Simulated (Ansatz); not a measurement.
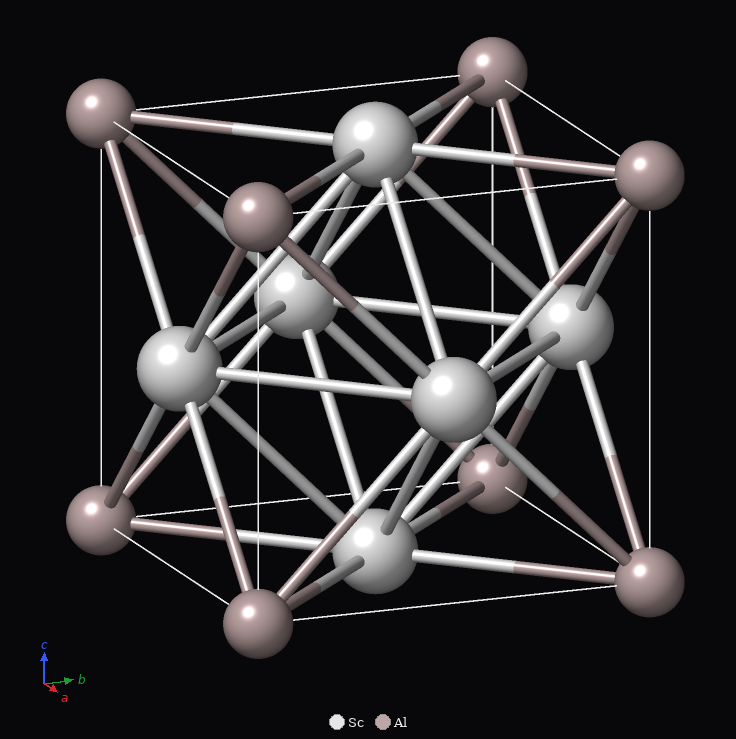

Structure drawing (ball-and-stick), viewed from a general direction. The lines enclose the conventional unit cell; boundary atoms appear with their images.

Sc3Al, space group Pm-3m (No. 221), a = 4.24 Å, b = 4.24 Å, c = 4.24 Å, α = 90.00°, β = 90.00°, γ = 90.00°.

Computational set-up: DFT r2SCAN, scalar-relativistic, plane waves, PAW in Ansatz 0.2.0, wavefunction cutoff 500 eV, k-mesh 10×10×10, Gaussian smearing of 0.1 eV, no spin polarisation.

### Predict the gap.

A metal: bands cross the Fermi level.

### State the hydrostatic pressure.

The computed pressure is 10.5 GPa (compressed: it would expand).

Starting structure: a structure listed in the Materials Project. The cell was then strained or its atoms displaced on purpose. A calculation with Ansatz used it as input.

At this level of theory the cell isn't at rest (compressed, at 10 GPa), so its distances can differ from those at equilibrium, the more so the softer the solid.
